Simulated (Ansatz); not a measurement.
Single-point calculation, with input and output: Mo (part 1 of 2)

The run: single-point calculation of Mo (slab, 16 atoms in the cell). Method and program: DFT PBE, scalar-relativistic, plane waves, PAW, PAW set soft_1, no spin polarisation (Ansatz 0.2.0).

The structure derives from an entry of the Crystallography Open Database. Figures and captions count atoms from 1; the log counts them from 0 in places.

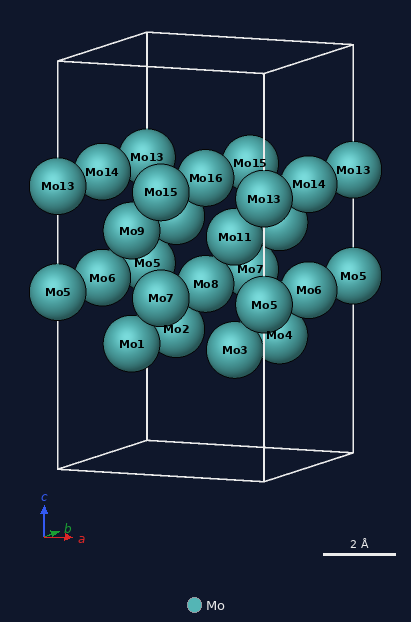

**Figure 1.** The structure (spheres-only view of the cell of the calculation, with the vacuum cut short, seen slightly off an axis; atoms are numbered from 1 in the order of the input). An atom can appear more than once, as a periodic image.

**Input**
```yaml
crystal:
  lattice:
    - [6.3209357475, 0.0, 0.0]
    - [0.0, 6.3209357475, 0.0]
    - [0.0, 0.0, 21.5883894861]
  atoms:
    - { symbol: Mo, position: [0.25, 0.25, 0.1852847802] }
    - { symbol: Mo, position: [0.25, 0.75, 0.1852847802] }
    - { symbol: Mo, position: [0.75, 0.25, 0.1852847802] }
    - { symbol: Mo, position: [0.75, 0.75, 0.1852847802] }
    - { symbol: Mo, position: [0.0, 0.0, 0.2584831045] }
    - { symbol: Mo, position: [0.0, 0.5, 0.2584831045] }
    - { symbol: Mo, position: [0.5, 0.0, 0.2584831045] }
    - { symbol: Mo, position: [0.5, 0.5, 0.2584831045] }
    - { symbol: Mo, position: [0.25, 0.25, 0.3340309603] }
    - { symbol: Mo, position: [0.25, 0.75, 0.3340309603] }
    - { symbol: Mo, position: [0.75, 0.25, 0.3340309603] }
    - { symbol: Mo, position: [0.75, 0.75, 0.3340309603] }
    - { symbol: Mo, position: [0.0, 0.0, 0.3978244645] }
    - { symbol: Mo, position: [0.0, 0.5, 0.3978244645] }
    - { symbol: Mo, position: [0.5, 0.0, 0.3978244645] }
    - { symbol: Mo, position: [0.5, 0.5, 0.3978244645] }
basis:
  ecutwfc: 420
kpoints:
  mp_grid: { grid: [4, 4, 1] }
hamiltonian:
  xc: pbe
  pseudopotentials: { kind: paw, azcp: { folder: soft_1 } }
scf:
  occupations: { method: gaussian, width: 0.1 }
output:
  forces: true
  eigenvalues: true
efield:
  axis: 3
  dipole_correction: true
  ramp_width: 0.04
```

Run as:
```bash
ansatz run input.yaml --threads 8 --pin off --max-ram 22528MiB --backend cpu --events-out ev --progress --plain --runs-dir out
```

**What the program printed**
```
Engine: ansatz 0.2.0, aarch64-unknown-linux-gnu
Pseudopotentials: kind: paw
Pseudopotential: Mo, paw, valence charge 14, recommended cutoff 420 eV (normal), [file]
Functional definition: PBE
  parameter kappa = 0.804
  parameter beta = 0.06672455060314922
  exchange = pbe_x(kappa = kappa, mu = beta*pi^2/3)
  correlation = pbe_c(beta = beta)
Crystal: 16 atoms, lattice volume = 862.547 Å³
Basis set: ecut = 420 eV, 16893 PW (Γ), exchange–correlation on 90×90×300 points (8 copies of the dense FFT grid, shifted against one another)
Bands: 135, of which v1, the nominal top of the filled ones, is band 112 counted from 1 (111 counted from 0)
Symmetry: 32 space group operations
Space group: P4mm (ITA 99), of the structure as read, at distance tolerance 9.5e-5 Å
k-points: 6 of 16
Non-local potential: Mo, projectors of the file, l = 0: 3, l = 1: 2, l = 2: 2, l = 3: 1
PAW form: soft (Blöchl's): semilocal exchange-correlation on the pseudo side does not see the compensation charge
PAW one-centre angular grid: Mo, 590 points (default); XC on 64 Gauss nodes
Initial density: superposition of atomic densities (neutral atoms: chi_scale 0, normalization atom)
Initial wavefunctions: pseudopotential atomic-orbital guess
Functional: x = pbe(κ = 0.804, μ = 0.2195149727645171), c = pbe(β = 0.06672455060314922)
SCF iter   1: F=—  HF=-79296.805112 eV  |F-HF|=—  |Δ(HF+E_count)|=         —  Δρ=6.06e-2  dr2=1.23e2  ethr=3.10e-3  p=-0.000 e·Å  D=-8.06e-8 V/Å  ΔV_dip=0.00 eV  dr2_dipole=4.69e0  V_vac-E_F(+/−)=6.01/6.01 eV  ⟨swp⟩=9.0  Hψ=4017  notcnv=0
efield: sawtooth ramp at fractional position 0.7716 (placed from the atoms, in the widest stretch of the axis that holds none; the zero of the levels goes with the place), width 0.0400; the density the first Hamiltonian is built on has a dipole p = -0.000 e·Å; the dipole correction subtracts the counter field D = -8.06e-8 V/Å, which shifts the + side's vacuum level by +0.00 eV against the − side's; the planar-averaged density in the ramp window peaks in size at 6.5e-7 e/Å³
preconditioner: auto → LDOS  [metal: Δε(μ)=0.028 eV  Ē_g=4.156 eV  σ=0.100 eV  W_gap=0.16  n_scr=138 (ndim 8)  ℏωp=12.4 eV  f_vac=0.599  D(μ)=18.41/eV (n_scr^D=92)  β→1.0]
SCF iter   2: F=—  HF=-79288.970328 eV  |F-HF|=—  |Δ(HF+E_count)|=    7.83e0  Δρ=4.83e-2  dr2=1.02e2  ethr=3.10e-3  p=0.149 e·Å  D=3.13e-2 V/Å  ΔV_dip=-0.67 eV  dr2_dipole=1.02e0  V_vac-E_F(+/−)=2.72/3.39 eV  ⟨swp⟩=4.3  Hψ=2032  notcnv=0  defer=91
SCF iter   3: F=—  HF=-79280.461746 eV  |F-HF|=—  |Δ(HF+E_count)|=    8.51e0  Δρ=9.09e-3  dr2=4.35e0  ethr=3.10e-3  p=0.013 e·Å  D=2.74e-3 V/Å  ΔV_dip=-0.06 eV  dr2_dipole=9.07e-3  V_vac-E_F(+/−)=4.45/4.51 eV  ⟨swp⟩=3.8  Hψ=1920  notcnv=0  defer=79
SCF iter   4: F=—  HF=-79280.120958 eV  |F-HF|=—  |Δ(HF+E_count)|=   3.41e-1  Δρ=2.89e-3  dr2=1.07e-1  ethr=1.94e-3  p=0.019 e·Å  D=3.99e-3 V/Å  ΔV_dip=-0.09 eV  dr2_dipole=6.24e-4  V_vac-E_F(+/−)=3.93/4.01 eV  ⟨swp⟩=2.0  Hψ=1003  notcnv=0  defer=87
SCF iter   5: F=—  HF=-79280.098734 eV  |F-HF|=—  |Δ(HF+E_count)|=   2.22e-2  Δρ=9.23e-4  dr2=1.28e-2  ethr=4.78e-5  p=0.016 e·Å  D=3.26e-3 V/Å  ΔV_dip=-0.07 eV  dr2_dipole=1.99e-3  V_vac-E_F(+/−)=3.84/3.91 eV  ⟨swp⟩=3.0  Hψ=1523  notcnv=0  defer=87
SCF iter   6: F=—  HF=-79280.100878 eV  |F-HF|=—  |Δ(HF+E_count)|=   2.14e-3  Δρ=4.55e-4  dr2=4.90e-3  ethr=5.70e-6  p=0.012 e·Å  D=2.55e-3 V/Å  ΔV_dip=-0.06 eV  dr2_dipole=5.22e-5  V_vac-E_F(+/−)=3.81/3.87 eV  ⟨swp⟩=2.5  Hψ=1217  notcnv=0  defer=87
SCF iter   7: F=—  HF=-79280.100730 eV  |F-HF|=—  |Δ(HF+E_count)|=   1.48e-4  Δρ=1.75e-4  dr2=7.29e-4  ethr=2.19e-6  p=0.010 e·Å  D=2.13e-3 V/Å  ΔV_dip=-0.05 eV  dr2_dipole=6.19e-5  V_vac-E_F(+/−)=3.80/3.84 eV  ⟨swp⟩=2.0  Hψ=1006  notcnv=0  defer=87
SCF iter   8: F=—  HF=-79280.100797 eV  |F-HF|=—  |Δ(HF+E_count)|=   6.71e-5  Δρ=8.52e-5  dr2=1.38e-4  ethr=3.26e-7  p=0.009 e·Å  D=1.90e-3 V/Å  ΔV_dip=-0.04 eV  dr2_dipole=5.65e-6  V_vac-E_F(+/−)=3.79/3.84 eV  ⟨swp⟩=2.8  Hψ=1075  notcnv=0  defer=87
SCF iter   9: F=—  HF=-79280.100773 eV  |F-HF|=—  |Δ(HF+E_count)|=   2.49e-5  Δρ=1.74e-5  dr2=7.73e-6  ethr=6.15e-8  p=0.009 e·Å  D=1.83e-3 V/Å  ΔV_dip=-0.04 eV  dr2_dipole=2.68e-8  V_vac-E_F(+/−)=3.79/3.83 eV  ⟨swp⟩=2.2  Hψ=1003  notcnv=0  defer=87
SCF iter  10: F=—  HF=-79280.100430 eV  |F-HF|=—  |Δ(HF+E_count)|=   3.42e-4  Δρ=1.29e-5  dr2=4.29e-6  ethr=3.45e-9  p=0.008 e·Å  D=1.77e-3 V/Å  ΔV_dip=-0.04 eV  dr2_dipole=4.30e-7  V_vac-E_F(+/−)=3.79/3.83 eV  ⟨swp⟩=2.8  Hψ=1299  notcnv=0  defer=87
SCF iter  11: F=—  HF=-79280.100430 eV  |F-HF|=—  |Δ(HF+E_count)|=   1.93e-7  Δρ=4.14e-6  dr2=4.43e-7  ethr=1.92e-9  p=0.008 e·Å  D=1.75e-3 V/Å  ΔV_dip=-0.04 eV  dr2_dipole=3.47e-8  V_vac-E_F(+/−)=3.79/3.83 eV  ⟨swp⟩=2.0  Hψ=845  notcnv=0  defer=87
SCF iter  12: F=-79280.100431 eV  HF=-79280.100431 eV  |F-HF|=1.50e-8  |Δ(HF+E_count)|=   1.01e-7  Δρ=1.16e-6  dr2=4.16e-8  ethr=4.46e-11  p=0.008 e·Å  D=1.74e-3 V/Å  ΔV_dip=-0.04 eV  dr2_dipole=1.25e-10  V_vac-E_F(+/−)=3.79/3.83 eV  ⟨swp⟩=17.0  Hψ=4395  notcnv=0
SCF 1 converged in 12 iterations: F = -79280.100431 eV  dr2 = 4.16e-8
  greatest PAW one-centre occupation: 0.999 electrons in one spin orbital (limit 2), on the Mo atom at site 11 (counted from 0), in its partial waves of l = 0
```

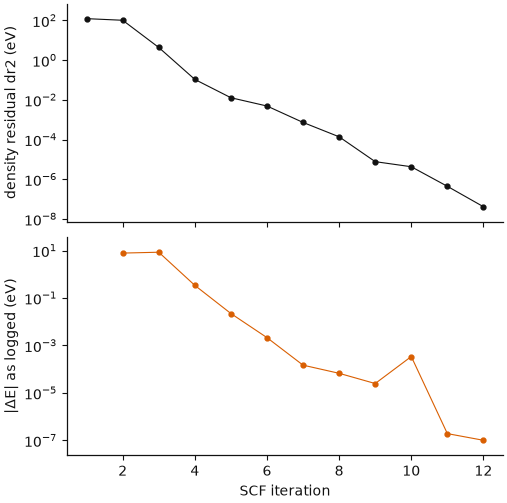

**Figure 2.** Convergence of the self-consistent field: density residual dr2 and size of the energy change against the SCF iteration. The residual falls at every step.

```
SCF converged after 12 iterations
Free energy (F): -79280.100431 eV
Harris-Foulkes:  -79280.100431 eV  (|F-HF|=1.50e-8)
Internal energy: -79280.004407 eV  (E = F + TS)
E sigma→0 (E₀):  -79280.052419 eV
Entropy (-TS):   -0.096023 eV (-6.001 meV/atom)
Fermi energy:    3.412064 eV
Dipole field:    D = 0.001733 V/Å  (p = 0.008262 e·Å, saw-weighted, corrected)
Work function:   Φ+ = 3.7906 eV   Φ− = 3.8280 eV
Levels:          The Fermi level and band energies are counted from a zero that moves with the ramp; work functions are not
--- Per-component energies (eV) ---
  E_band       = -4720.436339
  E_kinetic    = 6724.496950
  E_local      = -223085.017011  (includes V_loc(G=0)·N_el)
  E_nonlocal   = 2394.371249
  E_hartree    = 107645.994111
  E_xc         = -2795.543273
  E_vxc        = -3482.446980  (∫ρ·V_xc dr)
  E_paw        = -51394.546950  (= ΣΔE_a)
  E_vpaw       = -2563.863117  (= ΣTr[D̂ρ^β])
  E_aug_tail   = 0.000783  (compensation charges beyond the density's cutoff)
  E_efield     = 0.000007  (sawtooth field / dipole correction)
  E_vefield    = -0.019693  (∫n·V_field dr)
  E_ewald      = 81230.239727
  E_smearing   = -0.096023  (= −TS)
  E_closure    = -0.000000  (closes the sum)
  Σ components = -79280.100431   (vs F -79280.100431, Δ=0.00e0)
--- Forces (eV/Å), atoms counted from 1 ---
  atom   1  Mo     0.00000000     0.00000000     1.74782830
  atom   2  Mo     0.00000000     0.00000000     1.74782830
  atom   3  Mo     0.00000000     0.00000000     1.74782830
  atom   4  Mo     0.00000000     0.00000000     1.74782830
  atom   5  Mo    -0.00000000    -0.00000000    -1.78912392
  atom   6  Mo    -0.00000000    -0.00000000    -1.78912392
  atom   7  Mo    -0.00000000    -0.00000000    -1.78912392
  atom   8  Mo    -0.00000000    -0.00000000    -1.78912392
  atom   9  Mo     0.00000000    -0.00000000     0.03649208
  atom  10  Mo     0.00000000    -0.00000000     0.03649208
  atom  11  Mo     0.00000000    -0.00000000     0.03649208
  atom  12  Mo     0.00000000    -0.00000000     0.03649208
  atom  13  Mo     0.00000000    -0.00000000     0.00482133
  atom  14  Mo     0.00000000    -0.00000000     0.00482133
  atom  15  Mo     0.00000000    -0.00000000     0.00482133
  atom  16  Mo     0.00000000    -0.00000000     0.00482133
  max |Σ_I F_I| component: 7.11e-5 eV/Å
--- Band table (eV; the first three rows and the last of 6) ---
```
